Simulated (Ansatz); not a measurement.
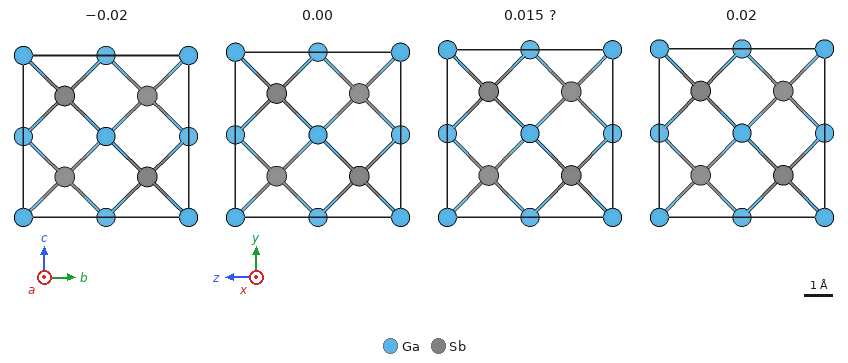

Crystalline GaSb (F-43m): the cell is strained along y alone, with the atoms kept at their fractional coordinates. x, y and z are the Cartesian axes of the input. The picture is a ball-and-stick view of the conventional cell (4 times the calculation's cell), seen along the a axis. Lengths and directions refer to the drawn axes.

Computed with DFT PBE, scalar-relativistic, plane waves, PAW in Ansatz 0.2.0. Set-up: plane-wave cutoff 420 eV; k-point mesh 14 × 14 × 14; occupations gaussian; smearing width 0.15 eV; no spin polarisation. Energies (free energies at the smearing named) are counted from the cell as listed in its source, which wasn't relaxed.

```
 strain  ΔE (meV/atom)
−0.0200           11.4
−0.0150            8.0
−0.0100            4.9
−0.0050            2.3
 0.0000            0.0
 0.0050           −1.9
 0.0100           −3.4
 0.0150              ?
 0.0175           −5.0
 0.0200           −5.4
```

Q: Fill in the missing row.

A: A straight line between the two neighbours gives −4.5 meV/atom. A cubic through the four nearest rows (0.0050, 0.0100, 0.0175, 0.0200) gives, with Lagrange weights, (−0.0667)(−1.9) + (0.3333)(−3.4) + (1.0667)(−5.0) + (−0.3333)(−5.4) = −4.5 meV/atom. The calculation gives −4.6 meV/atom, so the cubic is 0.1 meV/atom too high and the straight line 0.1 meV/atom too high.

The whole profile:

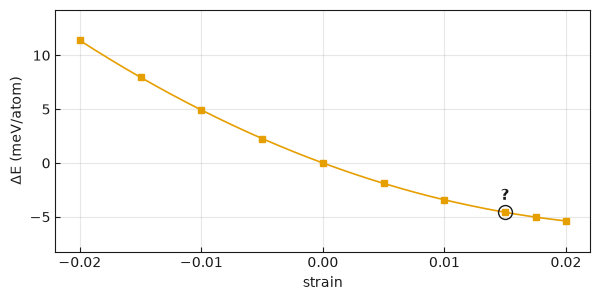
